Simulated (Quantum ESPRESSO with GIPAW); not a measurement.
# 17O and 177Hf NMR of HfO2, calculated

Wanted: NMR shieldings for each site of HfO2.

Method: DFT, PBEsol, plane-wave PAW (pslibrary 1.0.0 recipes), scalar-relativistic, GIPAW; a patched development version of the program, in Quantum ESPRESSO with GIPAW 8.0dev (patched build).

## Step 1: The structure

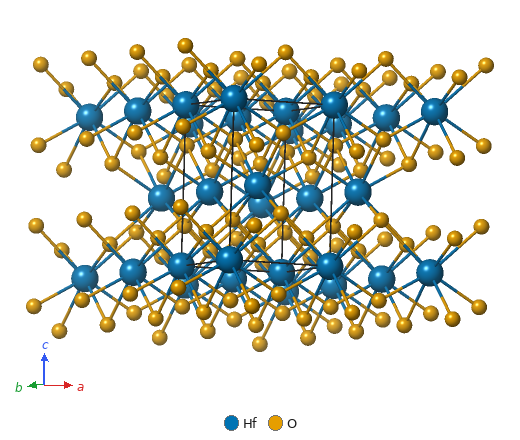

Start, viewed slightly off an axis; hafnium blue, oxygen orange. 2×3×1 cells are drawn. Some periodic images of atoms are drawn too.

The cell is a computed entry of the Materials Project; it need not be the form that is stable at ambient conditions.

This structure had its atoms relaxed beforehand (DFT, PBEsol, plane-wave PAW (pslibrary 1.0.0 recipes), Quantum ESPRESSO with GIPAW), starting from the database entry, since shieldings follow bond lengths closely.

## Step 2: The SCF step

First the ground state. The response equations take the occupied wavefunctions as exact, so conv_thr is set much tighter than for an energy. No empty states are asked for: the response is solved without them. The mesh has a spacing of 0.36 Å⁻¹ at most. The PAW files were made with ld1.x from the pslibrary 1.0.0 recipes, with GIPAW reconstruction switched on.

Contents of scf.in:

```
&control
  calculation = 'scf'
  prefix = 'x'
  outdir = './tmp/'
  pseudo_dir = './'
/
&system
  ibrav = 0
  nat = 6
  ntyp = 2
  ecutwfc = 55
  ecutrho = 330
  nbnd = 24
/
&electrons
  conv_thr = 1.0d-10
  mixing_beta = 0.7
  electron_maxstep = 100
/
ATOMIC_SPECIES
  Hf 178.490 Hf.pbesol-spn-kjpaw_psl.1.0.0-gipaw.UPF
  O 15.999 O.pbesol-n-kjpaw_psl.1.0.0-gipaw.UPF
CELL_PARAMETERS angstrom
  3.55801933 0.00000000 0.00000000
  0.00000000 3.55801933 0.00000000
  0.00000000 0.00000000 5.17186121
ATOMIC_POSITIONS crystal
  Hf 0.00000000 0.00000000 -0.00000000
  Hf 0.50000000 0.50000000 0.50000000
  O 0.00000000 0.50000000 0.19329764
  O 0.50000000 0.00000000 0.30670236
  O 0.50000000 0.00000000 0.80670236
  O 0.00000000 0.50000000 0.69329764
K_POINTS automatic
  5 5 4 0 0 0
```

On the command line:

```sh
$ mpirun -np 4 pw.x -nk 4 -in scf.in > scf.out
```

Output:

```text
using ibrav=0 with symmetry is DISCOURAGED, use correct ibrav instead

     bravais-lattice index     =            0
     lattice parameter (alat)  =       6.7237  a.u.
     unit-cell volume          =     441.8350 (a.u.)^3
     number of atoms/cell      =            6
     number of atomic types    =            2
     number of electrons       =        48.00
     number of Kohn-Sham states=           24
     kinetic-energy cutoff     =      55.0000  Ry
     charge density cutoff     =     330.0000  Ry
     scf convergence threshold =      1.0E-10
     mixing beta               =       0.7000
     number of iterations used =            8  plain     mixing
     Exchange-correlation= SLA-PW-PSX-PSC
                           (   1   4  10   8   0   0   0)
[...]
Hf               12.00   178.49000     Hf( 1.00)
     O                 6.00    15.99900     O ( 1.00)

     16 Sym. Ops., with inversion, found ( 8 have fractional translation)
[...]
number of k points=    18
[...]
Dense  grid:    44785 G-vectors     FFT dimensions: (  40,  40,  60)

     Smooth grid:    24359 G-vectors     FFT dimensions: (  32,  32,  48)

     Initial potential from superposition of free atoms

     starting charge      47.9965, renormalised to      48.0000
     Starting wfcs are   36 randomized atomic wfcs

     Self-consistent Calculation

     iteration #  1     ecut=    55.00 Ry     beta= 0.70
     Davidson diagonalization with overlap
     ethr =  1.00E-02,  avg # of iterations =  1.0

     total energy              =   -1538.71501268 Ry
     estimated scf accuracy    <       2.13478034 Ry

     iteration #  2     ecut=    55.00 Ry     beta= 0.70
     Davidson diagonalization with overlap
     ethr =  4.45E-03,  avg # of iterations =  6.8

     total energy              =   -1539.64023829 Ry
     estimated scf accuracy    <       2.27079619 Ry

     iteration #  3     ecut=    55.00 Ry     beta= 0.70
     Davidson diagonalization with overlap
     ethr =  4.45E-03,  avg # of iterations =  2.0

     total energy              =   -1539.50280204 Ry
     estimated scf accuracy    <       0.46933003 Ry

[...]
total energy              =   -1539.95802284 Ry
[...]
iteration # 36     ecut=    55.00 Ry     beta= 0.70
     Davidson diagonalization with overlap
     ethr =  1.26E-12,  avg # of iterations =  1.6

     total energy              =   -1539.95802283 Ry
     estimated scf accuracy    <          3.1E-10 Ry

     iteration # 37     ecut=    55.00 Ry     beta= 0.70
     Davidson diagonalization with overlap
     ethr =  6.48E-13,  avg # of iterations =  4.8

     End of self-consistent calculation
     [one-electron energies left out]

!    total energy              =   -1539.95802283 Ry
     total all-electron energy =    -60896.956578 Ry
     estimated scf accuracy    <          9.9E-12 Ry

     The total energy is the sum of the following terms:
     one-electron contribution =     -47.02211943 Ry
     hartree contribution      =      56.42667387 Ry
     xc contribution           =    -112.29059486 Ry
     ewald contribution        =    -269.61222391 Ry
     one-center paw contrib.   =   -1167.45975850 Ry

     convergence has been achieved in  37 iterations
[...]
JOB DONE.
```

The job ended after 43 s (4 MPI ranks of Arm Neoverse V1, shared host; peak memory 0.62 GiB).

It converged in 37 cycles to an estimated accuracy of 1e-11 Ry, on 18 irreducible k-points.

## Step 3: Shieldings

A uniform field breaks periodicity, so gipaw.x applies it as a wave of small q and takes the limit. It solves for the first-order states, builds the induced current and gets the field at each nucleus by Biot–Savart; the PAW spheres add what the smooth waves miss near the nuclei. pawproj makes the reconstruction use the PAW data sets' own projectors.

Contents of nmr.in:

```
&inputgipaw
  job = 'nmr'
  prefix = 'x'
  tmp_dir = './tmp/'
  restart_mode = 'from_scratch'
  verbosity = 'low'
  q_gipaw = 0.01
  spline_ps = .true.
  conv_threshold = 1.0d-11
  use_nmr_macroscopic_shape = .false.
  pawproj(1) = .true.
  pawproj(2) = .true.
/
```

On the command line:

```sh
$ mpirun -np 4 gipaw.x -in nmr.in > nmr.out
```

Output:

```text
[banner, memory and clock lines left out]
[a note of our patched build left out]

     Parallelizing q-star over 1 images

     IMPORTANT: XC functional enforced from input :
     Exchange-correlation= PBESOL
                           (   1   4  10   8   0   0   0)
     Any further DFT definition will be discarded
     Please, verify this is what you really want

[...]
projs nearly linearly dependent: l=0  n1,n2= 1, 2  s=  0.99147125
[...]
alpha_pv=    120.2167 eV

     spline_ps is .false., expect some extrapolation errors

     q-space interpolation up to    66.00 Rydberg

     GIPAW job: nmr
     NMR macroscopic correction: no
[...]
Computing the magnetic susceptibility     isolve=0    ethr=  0.1000E-10
     Starting from scratch
     k-point #    1 of    18      pool #  1    cpu time:       1.0
[...]
End of magnetic susceptibility calculation

     f-sum rule (1st term):
           -50.1741          0.0000          0.0000
             0.0000        -50.1741          0.0000
             0.0000          0.0000        -50.1742

     f-sum rule (2nd term):
            -0.9106          0.0000          0.0000
             0.0000         -0.9106          0.0000
             0.0000          0.0000         -0.9138

     f-sum rule (should be   -51.0834):
           -51.0847          0.0000          0.0000
             0.0000        -51.0847          0.0000
             0.0000          0.0000        -51.0880

[... susceptibilities left out ...]
     Contributions to the NMR chemical shifts: -------------------------------

     Macroscopic shape contribution in ppm:                    0.00
             0.0000          0.0000          0.0000
             0.0000          0.0000          0.0000
             0.0000          0.0000          0.0000

     Core contribution in ppm:

     Atom  1  Hf  pos: (  0.000000  0.000000  0.000000)  core sigma:        8991.76
     Atom  2  Hf  pos: (  0.500000  0.500000  0.726789)  core sigma:        8991.76
     Atom  3  O   pos: (  0.000000  0.500000  0.280973)  core sigma:         270.50
     Atom  4  O   pos: (  0.500000  0.000000  0.445816)  core sigma:         270.50
     Atom  5  O   pos: (  0.500000  0.000000  1.172605)  core sigma:         270.50
     Atom  6  O   pos: (  0.000000  0.500000  1.007763)  core sigma:         270.50

     Bare contribution in ppm:

     Atom  1  Hf  pos: (  0.000000  0.000000  0.000000)  bare sigma:          29.44
[...]
Atom  2  Hf  pos: (  0.500000  0.500000  0.726789)  bare sigma:          29.44
[...]
Atom  3  O   pos: (  0.000000  0.500000  0.280973)  bare sigma:         -36.61
[...]
Atom  4  O   pos: (  0.500000  0.000000  0.445816)  bare sigma:         -36.61
[...]
Atom  5  O   pos: (  0.500000  0.000000  1.172605)  bare sigma:         -36.61
[...]
Atom  6  O   pos: (  0.000000  0.500000  1.007763)  bare sigma:         -36.61
[...]
Diamagnetic contribution in ppm:

     Atom  1  Hf  pos: (  0.000000  0.000000  0.000000)  dia sigma:         -46.94
[...]
Atom  2  Hf  pos: (  0.500000  0.500000  0.726789)  dia sigma:         -46.94
[...]
Atom  3  O   pos: (  0.000000  0.500000  0.280973)  dia sigma:          17.75
[...]
Atom  4  O   pos: (  0.500000  0.000000  0.445816)  dia sigma:          17.75
[...]
Atom  5  O   pos: (  0.500000  0.000000  1.172605)  dia sigma:          17.75
[...]
Atom  6  O   pos: (  0.000000  0.500000  1.007763)  dia sigma:          17.75
[...]
Paramagnetic contribution in ppm:

     Atom  1  Hf  pos: (  0.000000  0.000000  0.000000)  para sigma:       -6827.99
[...]
Atom  2  Hf  pos: (  0.500000  0.500000  0.726789)  para sigma:       -6827.99
[...]
Atom  3  O   pos: (  0.000000  0.500000  0.280973)  para sigma:        -152.87
[...]
Atom  4  O   pos: (  0.500000  0.000000  0.445816)  para sigma:        -152.87
[...]
Atom  5  O   pos: (  0.500000  0.000000  1.172605)  para sigma:        -152.87
[...]
Atom  6  O   pos: (  0.000000  0.500000  1.007763)  para sigma:        -152.87
[...]
Paramagnetic US occ-occ contribution in ppm:

     Atom  1  Hf  pos: (  0.000000  0.000000  0.000000)  para_oo sigma:         -22.53
[...]
Atom  2  Hf  pos: (  0.500000  0.500000  0.726789)  para_oo sigma:         -22.53
[...]
Atom  3  O   pos: (  0.000000  0.500000  0.280973)  para_oo sigma:          -0.28
[...]
Atom  4  O   pos: (  0.500000  0.000000  0.445816)  para_oo sigma:          -0.28
[...]
Atom  5  O   pos: (  0.500000  0.000000  1.172605)  para_oo sigma:          -0.28
[...]
Atom  6  O   pos: (  0.000000  0.500000  1.007763)  para_oo sigma:          -0.28
[...]
Paramagnetic US L_R Q_R contribution in ppm:

     Atom  1  Hf  pos: (  0.000000  0.000000  0.000000)  para_lq sigma:        2851.55
[...]
Atom  2  Hf  pos: (  0.500000  0.500000  0.726789)  para_lq sigma:        2851.55
[...]
Atom  3  O   pos: (  0.000000  0.500000  0.280973)  para_lq sigma:        -208.33
[...]
Atom  4  O   pos: (  0.500000  0.000000  0.445816)  para_lq sigma:        -208.33
[...]
Atom  5  O   pos: (  0.500000  0.000000  1.172605)  para_lq sigma:        -208.33
[...]
Atom  6  O   pos: (  0.000000  0.500000  1.007763)  para_lq sigma:        -208.33
[...]
Total NMR chemical shifts in ppm: ---------------------------------------
     (adopting the Simpson convention for anisotropy and asymmetry)-----------

     Atom  1  Hf  pos: (  0.000000  0.000000  0.000000)  Total sigma:        4975.28
          5121.7188          0.0000          0.0000
             0.0000       5121.7188          0.0000
            -0.0000         -0.0000       4682.4170

     Hf      1    anisotropy:   -439.30    eta:    0.0000
[...]
Atom  2  Hf  pos: (  0.500000  0.500000  0.726789)  Total sigma:        4975.28
[... its tensor is left out ...]
     Atom  3  O   pos: (  0.000000  0.500000  0.280973)  Total sigma:        -109.84
          -152.5786          0.0000          0.0000
            -0.0000        -40.5747         -0.0000
             0.0000         -0.0000       -136.3673

     O       3    anisotropy:    103.90    eta:    0.2340
[...]
Atom  4  O   pos: (  0.500000  0.000000  0.445816)  Total sigma:        -109.84
[... its tensor is left out ...]
     Atom  5  O   pos: (  0.500000  0.000000  1.172605)  Total sigma:        -109.84
[... its tensor is left out ...]
     Atom  6  O   pos: (  0.000000  0.500000  1.007763)  Total sigma:        -109.84
[... its tensor is left out ...]
```

Run time: 3 min. Hardware: 4 MPI ranks; peak memory 0.33 GiB; 12 min of CPU time.

The f-sum rule is met to 0.0046 of 51.1 (0.009 %). Converged shieldings require that this miss be small, but a small miss does not prove them.

From the symmetric part of each tensor, with principal values σ11 ≤ σ22 ≤ σ33: σ_iso is their mean, the span is σ33 − σ11 and the skew 3(σ_iso − σ22)/span. (gipaw.x prints an anisotropy in another convention.)

```
site  atom no.  atoms in cell  σ_iso (ppm)  span (ppm)   skew
  Hf         1              2         4975         439  -1.00
   O         3              4       -109.8       112.0   0.71
```

The macroscopic shape term is switched off. For a spherical sample the valence susceptibility of this run would add about 6 ppm to every site, a rough estimate, since the susceptibility converges slowly and lacks part of the PAW terms. Differences within the crystal don't depend on it, but shieldings of different compounds can't be compared to better than a few ppm without it.

An axis of order three or more runs through Hf, so two principal values coincide and the skew is ±1. In this run the largest span among the lighter atoms is that of O (site symmetry 2mm), with principal values -152.6, -136.4 and -40.6 ppm.

How the isotropic values are made up (ppm). The core part is that of the free atom's core; bare is the current of the smooth valence states; the last two are what the PAW spheres add to the diamagnetic and the paramagnetic current:

```
site    core   bare  reconstruction, dia  reconstruction, para
  Hf  8991.8   29.4                -46.9               -3999.0
   O   270.5  -36.6                 17.8                -361.5
```

17O and 177Hf also have a quadrupolar coupling here. It is not given: on PAW files the efg job of this gipaw.x leaves out the augmentation charge of neighbouring atoms and can miss by tens of per cent.

## Step 4: Sites, surroundings and shifts

Covalently bonded atoms count as neighbours within 1.18 times the sum of their radii. Otherwise a cation's neighbours lie within 1.2 times its shortest bond (1.3 for large cations, each anion's radius taken off where they differ), and an anion's are the cations that count it.

```
site  atom no.  atoms in cell  surroundings     bonds (Å)  σ_iso (ppm)
  Hf         1              2          HfO8  2.04 to 2.38         4975
   O         3              4  bound to Hf4  2.04 to 2.38       -109.8
```

## Step 5: Summary of results

```json
{"17O shielding without shape term": "-109.8 ppm", "177Hf shielding without shape term": "4975 ppm"}
```

**Reading.** 17O has one site (bound to Hf4), with isotropic shielding -109.8 ppm (shape term left out). A shift needs a reference, δ = σ_ref − σ, fixed on measured compounds; for 17O of this kind at this level too few were at hand, or they scattered too widely about a line, so none is given. No sound run at another cutoff or mesh is at hand, so convergence rests on the f-sum rule and on experience with these files. Spin-orbit coupling is missing, which matters for Hf and for the light atoms bound to such centres. The scalar-relativistic files are used with non-relativistic response operators, which weighs most on the heavy atoms' own shieldings. This build of gipaw.x prints that it is not audited and that its numbers are no references by themselves. It also reports spline_ps as false although the input sets it; why was not traced. pw.x warned of eigenvalues not converged in some cycles of 1 ground-state run, which then met the threshold.

[Banner, clock, file and message-heading lines were taken out of the pw.x and gipaw.x logs.]

[Logs are printed without paths, hosts, clocks, repeated set-up lines and the standing remarks that a program may print on its own settings, such as how far it seeks lower states.]

[Hosts, paths, dates, database ids (printed as entryN), source tags and the programs' standing remarks are cut or masked in the printed files.]

[Where no reference line passes its bar on scatter, no shift is given, so a measured shift of this compound may stand uncompared.]
